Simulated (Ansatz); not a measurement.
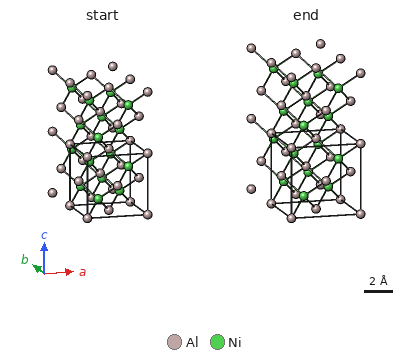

The structure of a crystal of AlNi (built on the zinc blende_216 type) (coarse preliminary run) before (left) and after (right) a relaxation, at one scale.

Style: ball-and-stick. Shown: the conventional cell (4 times the calculation's cell), repeated 1 × 2 × 2 with one cell outlined, slightly off an axis. Lengths and directions refer to the drawn axes.

Case: zinc blende type (F-43m, No. 216).

The calculation used DFT r2SCAN, scalar-relativistic, plane waves, PAW in Ansatz 0.2.0. Settings: plane-wave cutoff 500 eV; k-point mesh 6 × 6 × 6; occupations gaussian; smearing width 0.1 eV; no spin polarisation; cell and atoms relaxed; force threshold 0.04 eV/Å; at most 70 steps.

**What changed between the two?**

After 4 accepted moves (5 points after the start) the energy has fallen by 949 meV per atom. All forces vanish by symmetry, so only the cell relaxes. Pressure: 67.16 GPa at the start and 0.13 GPa at the end. The SCF was repeated once at an unchanged geometry on a basis and grid sized afresh for the cell, which shifted the energy by 5.3 meV per atom at most. No atom moves by more than 0.005 Å relative to the cell. The volume changes by +51.4 %, with a = b = c 4.626 → 5.311 Å (+14.8 %). Among the contacts that change: Al–Ni 2.003 → 2.300 Å. The space group stays F-43m (No. 216).
